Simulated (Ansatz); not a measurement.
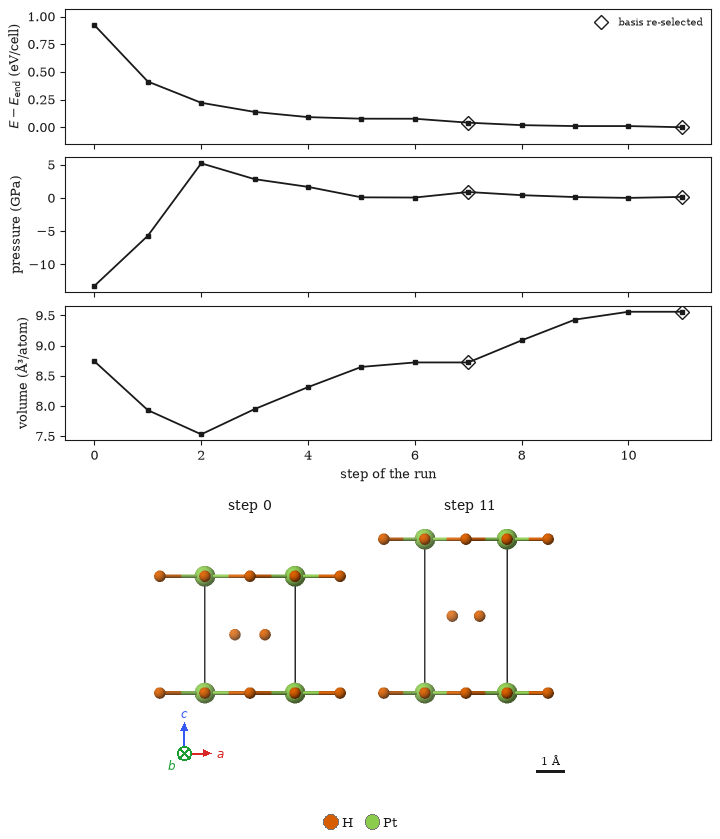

First and last geometry of a relaxation of crystalline H5Pt (a generated structure, set up in P6/mmm) (coarse preliminary run), with the history of the run. A ball-and-stick model of the cell of the calculation, seen along the b axis.

These are results of Ansatz 0.2.0, DFT PBE, scalar-relativistic, plane waves, PAW, not measurements. Set-up: plane-wave cutoff 420 eV; k-point mesh 6 × 6 × 4; occupations gaussian; smearing width 0.1 eV; no spin polarisation; cell and atoms relaxed; force threshold 0.04 eV/Å; at most 70 steps.

Read the history and describe the run.

Answer. It converged. Over 9 accepted moves (11 points after the start) the energy falls by 0.922 eV per cell of the calculation. All forces vanish by symmetry, so only the cell relaxes. The pressure goes from −13.23 to 0.16 GPa. The SCF was repeated twice at an unchanged geometry on a basis and grid sized afresh for the cell, which shifted the energy by 35.6 meV per cell of the calculation at most. No atom moves by more than 0.005 Å relative to the cell. The drawn cell changes as follows: a = b 3.779 → 3.443 Å (−8.9 %), c 4.241 → 5.588 Å (+31.8 %); the volume changes by +9.4 %. Among the contacts that change: H–Pt 1.889 → 1.722 Å. The space group stays P6/mmm (No. 191). The run took 12 s on 1 thread of Arm Neoverse V2, on a shared host, peak memory 0.3 GiB.

Limits of the set-up: the k-point mesh is coarse for a cell with partly filled bands.
